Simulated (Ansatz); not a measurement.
System: SnTe, space group Fm-3m (No. 225) (one of a set of cubic test structures, which need not be the stable phase).

How it was computed, with Ansatz 0.2.0 development build: equation of state of a cubic crystal from periodic Kohn-Sham density functional theory without spin; pressure corrected for the finite basis. Level: HSE06.

structure type rock salt; atoms in cell 2; space group number 225; lattice centring face-centred primitive; k mesh 4×4×4; occupation method Fermi–Dirac; occupation width 0.05 eV; wave cutoff 640 eV; datasets hand-made PAW; density tolerance 0 eV; bands 23; density cutoff ratio 4; search for lower states default; exchange singularity regularized.

Describe the result: the energy above the lowest point against volume. The volume takes the values 30.29, 31.28, 32.26, 33.25, 34.24 Å³/atom.

The energy above the lowest point is 13.7 meV/atom at volume 30.29 Å³/atom and 16.2 meV/atom at 34.24 Å³/atom; the lowest computed point is at volume 32.26 Å³/atom (0.0 meV/atom), and no other minimum shows.

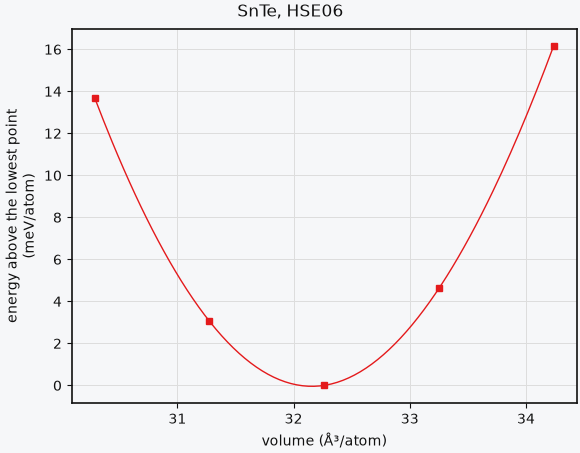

Keep in mind: coarse k-mesh, values are not converged in k.
